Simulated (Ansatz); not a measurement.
Structure of Co:

```xyz
4
Lattice="2.3557 0.0000 0.0000 0.0000 7.2183 0.0000 0.0000 0.0000 2.3761" Properties=species:S:1:pos:R:3 pbc="T T T"
Co    0.0000    2.6277    1.7821
Co    1.1779    0.9814    0.5940
Co    1.1779    6.2369    1.7821
Co    0.0000    4.5905    0.5940
```

Basis of the simulation: the input geometry of an electronic-structure calculation (not necessarily at equilibrium); the starting structure was generated, so it need not be a known form of this composition.

Question: Which powder rings are expected with 100 kV electrons? List the innermost 5, leaving out those under 3 % of the strongest.

Answer:
```tsv
ring	radius	d (Å)	hkl
1	2.77 nm⁻¹	3.61	020
2	4.47 nm⁻¹	2.24	110
3	5.04 nm⁻¹	1.985	021
4	5.54 nm⁻¹	1.805	040
5	5.94 nm⁻¹	1.683	130
```

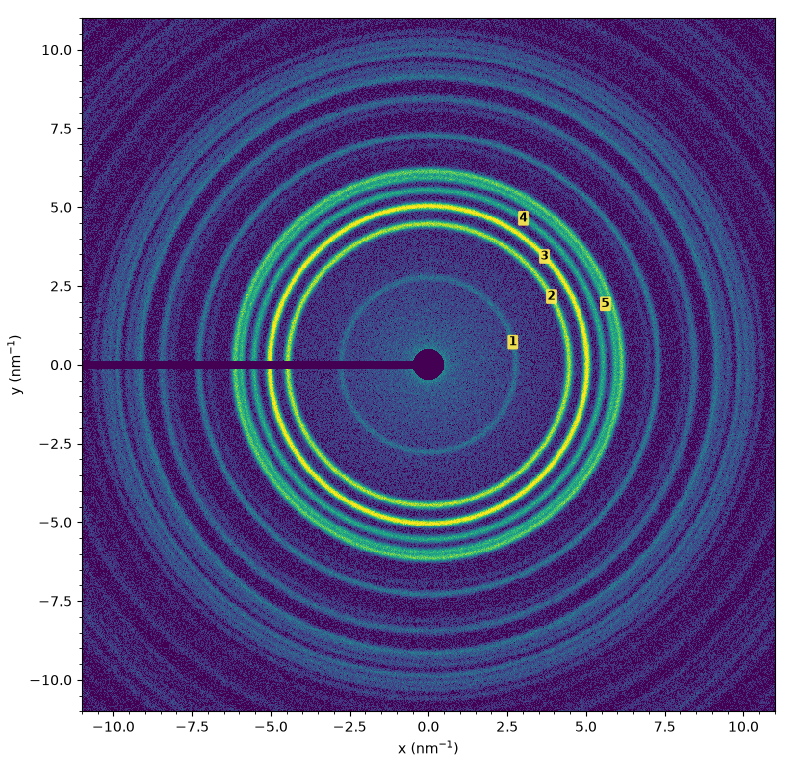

Simulated electron diffraction rings at 100 kV (λ = 0.0370 Å), scale in nm⁻¹ (radius = 1/d), for a fine-grained powder without texture. Kinematic intensities with B = 0.8 Å² for all atoms, without multiple scattering; brightness goes as intensity to the power 0.5, clipped at the top, with counting noise. Reflections closer than the ring width show as one ring. The numbers mark the rings of the table.
